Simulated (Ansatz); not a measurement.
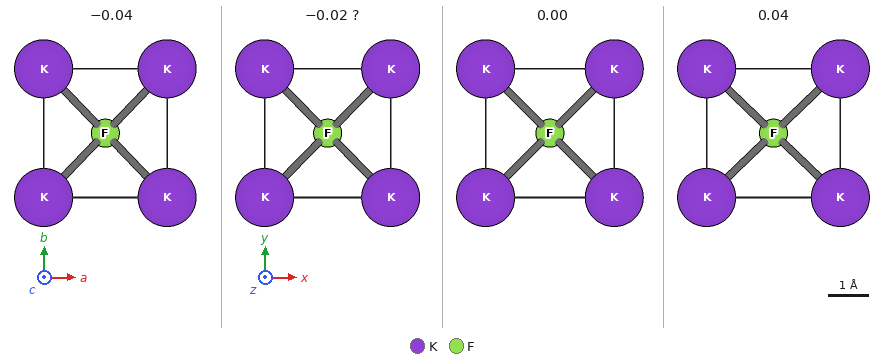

A crystal of KF (Pm-3m): the cell is strained along x alone, with the atoms kept at their fractional coordinates. x, y and z are the Cartesian axes of the input. Style: ball-and-stick. Shown: the cell of the calculation, along the c axis.

Computed with Ansatz, DFT PBE, scalar-relativistic, plane waves, PAW. (plane-wave cutoff 420 eV; k-point mesh 8 × 8 × 8; occupations gaussian; smearing width 0.05 eV; no spin polarisation). Energies (free energies at the smearing named) are counted from the cell as listed in its source, which wasn't relaxed.

| strain | energy change (meV/atom) |
| --- | --- |
| −0.040 | 8.2 |
| −0.030 | 4.6 |
| −0.020 | ? |
| −0.010 | 0.5 |
| 0.000 | 0.0 |
| 0.010 | 0.5 |
| 0.020 | 1.9 |
| 0.030 | 4.2 |
| 0.035 | 5.7 |
| 0.040 | 7.4 |

**Fill in the missing row.**

A straight line between the two neighbours gives 2.5 meV/atom. A cubic through the four nearest rows (−0.040, −0.030, −0.010, 0.000) gives, with Lagrange weights, (−0.1667)(8.2) + (0.6667)(4.6) + (0.6667)(0.5) + (−0.1667)(0.0) = 2.0 meV/atom. The calculation gives 2.0 meV/atom, so the cubic is right to the digits shown and the straight line 0.5 meV/atom too high, as the curve bends upwards here.

The whole profile:

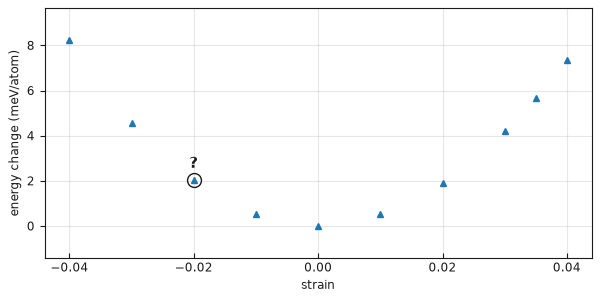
